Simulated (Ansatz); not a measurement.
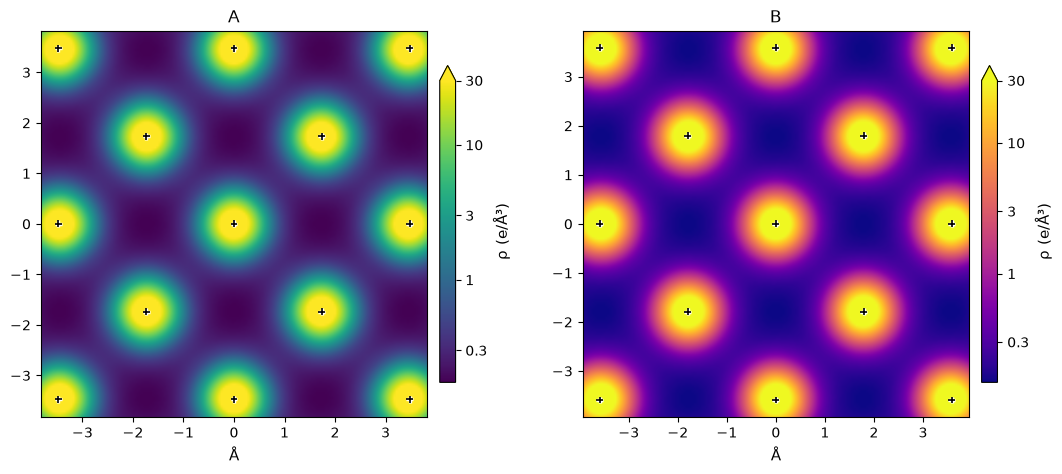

The valence charge density (pseudo) of 2 systems, each on a plane through atoms (crosses mark nuclei in the plane).

These are results of Kohn-Sham DFT of a periodic cell, HSE06, Ansatz PAW in Ansatz, not measurements.

System 1: Cu, the (001) plane of the conventional cell. Space group Fm-3m; computed pressure about 6 GPa in this cell.

System 2: Ni, the (010) plane of the conventional cell. Space group Fm-3m; a structure from a database of computed crystals, not necessarily the ambient phase; computed pressure about 4 GPa in this cell; spin-polarised.

```
Ni
1.0
     3.47515    0.00000    0.00000
     0.00000    3.47515    0.00000
     0.00000    0.00000    3.47515
Ni
4
Direct
  0.00000 0.00000 0.00000
  0.50000 0.50000 0.00000
  0.50000 0.00000 0.50000
  0.00000 0.50000 0.50000
```

Question: Which map belongs to which system?

Answer: Panel A is system 2, Ni: the plane holds Ni. Ni–Ni (2.46 Å): ρ at the midpoint is about 0.33 e/Å³. Panel B is system 1, Cu: the plane holds Cu. Cu–Cu (2.54 Å): the density is about 0.26 e/Å³ at the midpoint.
